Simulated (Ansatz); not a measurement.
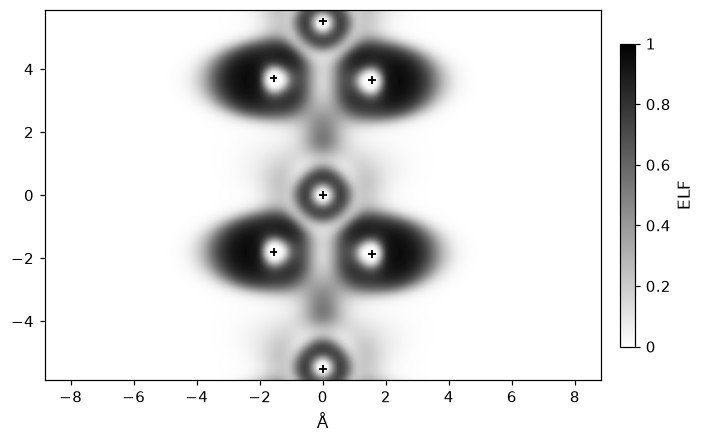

The electron localisation function on a plane through atoms (crosses mark nuclei in the plane).

All numbers below come from DFT PBEsol, scalar-relativistic, plane waves, PAW in Ansatz.

Candidates:
A. WS2, a = 3.18 Å, b = 3.18 Å, c = 16.95 Å, α = 90.00°, β = 90.00°, γ = 120.00°. Space group P1; a structure from a database of computed crystals, not necessarily the ambient phase; not relaxed (largest force 0.4 eV/Å).
B. C (slab), a = 2.51 Å, b = 2.51 Å, c = 27.44 Å, α = 90.00°, β = 90.00°, γ = 90.00°. 

> Which candidate gave the map?

Candidate A: WS2 on the (110) plane of the conventional cell, which holds W and S. W–S (2.39 Å): the ELF peaks at about 0.85 in the valence shell of S, 0.8 Å from its nucleus, and is about 0.50 at the midpoint. W–S (2.43 Å): the ELF peaks at about 0.85 in the valence shell of S, 0.8 Å from its nucleus, and is about 0.50 at the midpoint.
